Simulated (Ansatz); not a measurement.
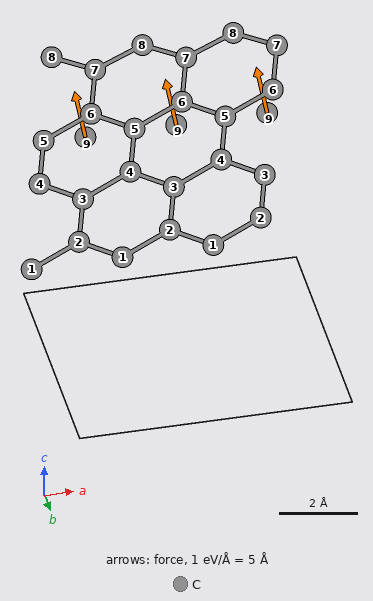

Starting geometry of a slab of composition C (cut from the P6/mmm phase) with the computed forces as orange arrows. The picture is a ball-and-stick view of the 3 × 1 repeat of the cell, outlined in the plane, without the vacuum, seen from a free direction.

Case: C over the place (1/6, 2/6) of the surface cell, its height relaxed. The slab is the (1 0 1) face of C with C on it. 8 atoms are held fixed.

Level of theory: Ansatz, DFT PBEsol, scalar-relativistic, plane waves, PAW. Settings: plane-wave cutoff 420 eV; k-point mesh 12 × 4 × 1; occupations gaussian; smearing width 0.1 eV; no spin polarisation; dipole correction; atoms relaxed in a fixed cell; force threshold 0.02 eV/Å; at most 25 steps.

**Is this structure relaxed? If not, where do the atoms go?**

It isn't relaxed: the largest force vector, on C9, is 0.26 eV/Å. The final displacements follow the starting forces only in part (cosine between the two patterns 0.69). The energy falls by 0.311 eV per cell of the calculation in 9 accepted moves (10 points after the start). The largest force component goes from 0.18 to 0.00014 eV/Å. 1 step only repeated the SCF at the same geometry. C9 moves most: 1.61 Å along the normal (+c). The lattice vectors keep their values. Cost: 5.7 min on 2 threads of Intel(R) Xeon(R) Processor @ 2.50GHz (Skylake/Cascade Lake), with other jobs on the host, peak memory 0.81 GiB.

Limits of the set-up: the periodic images lie only 2.5 Å apart, so the values are limited by the cell's size.
